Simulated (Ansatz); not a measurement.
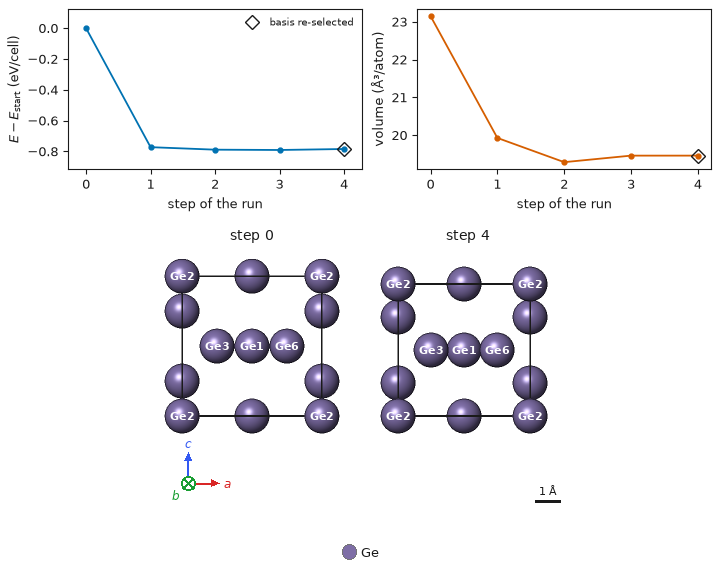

First and last geometry of a relaxation of a crystal of Ge (built on the beta-tungsten (A15)_223 type) (coarse preliminary run), with the history of the run. The picture is a spheres-only view of the cell of the calculation, seen along the b axis.

Case: beta-tungsten (A15) type (Pm-3n, No. 223).

All numbers below come from DFT r2SCAN, scalar-relativistic, plane waves, PAW in Ansatz. Set-up: plane-wave cutoff 500 eV; k-point mesh 4 × 4 × 4; occupations gaussian; smearing width 0.1 eV; no spin polarisation; cell and atoms relaxed; force threshold 0.04 eV/Å; at most 70 steps.

What do the curves and the structures tell?

Answer. It converged. Over 3 accepted moves (4 points after the start) the energy falls by 0.784 eV per cell of the calculation. All forces vanish by symmetry, so only the cell relaxes. Pressure: −7.40 GPa at the start and −0.03 GPa at the end. The SCF was repeated once at an unchanged geometry on a basis and grid sized afresh for the cell, which shifted the energy by 6.4 meV per cell of the calculation at most. The atoms keep their places relative to the cell (all moves are under 0.005 Å). The drawn cell changes as follows: a = b = c 5.700 → 5.380 Å (−5.6 %); the volume changes by −15.9 %. Among the contacts that change: Ge–Ge 2.850 → 2.690 Å. The space group stays Pm-3n (No. 223).

| step | E − E(0), meV/atom | pressure, GPa | volume, Å³/atom | note |
| --- | --- | --- | --- | --- |
| 0 | 0.00 | -7.40 | 23.152 |  |
| 1 | -96.52 | -1.43 | 19.929 |  |
| 2 | -98.55 | 0.58 | 19.288 |  |
| 3 | -98.81 | 0.00 | 19.461 |  |
| 4 | -98.01 | -0.03 | 19.461 | same geometry, new basis |
